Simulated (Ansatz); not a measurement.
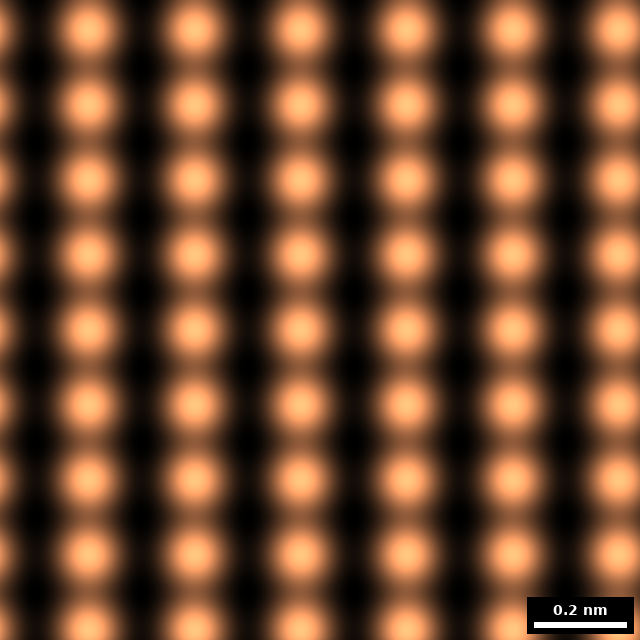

HAADF-like image of Ti (Im-3m, No. 229). Simulation: incoherent imaging, intensity Z^1.6 per atom, probe width 1.15 Å, thin sample. Structure used: a calculation's starting geometry; the starting structure was generated, so it need not be a known form of this composition.

```cif
data_structure
_symmetry_space_group_name_H-M 'P 1'
_symmetry_Int_Tables_number 1
_cell_length_a 3.2806
_cell_length_b 3.2806
_cell_length_c 3.2806
_cell_angle_alpha 90.000
_cell_angle_beta 90.000
_cell_angle_gamma 90.000
_cell_volume 35.31
loop_
_atom_site_label
_atom_site_type_symbol
_atom_site_fract_x
_atom_site_fract_y
_atom_site_fract_z
_atom_site_occupancy
Ti1 Ti 0.00000 0.00000 0.00000 1
Ti2 Ti 0.50000 0.50000 0.50000 1
```

> Which beam direction gives this image, [211], [110], [111] or [001]? (Directions equivalent by symmetry count as one.)

[110]. The projected cells are 0.95 × 2.32 Å, 90° for [211]; 1.64 × 2.32 Å, 90° for [110]; 2.68 × 2.68 Å, 120° for [111]; 2.32 × 2.32 Å, 90° for [001], and the image repeats as the [110] one does.
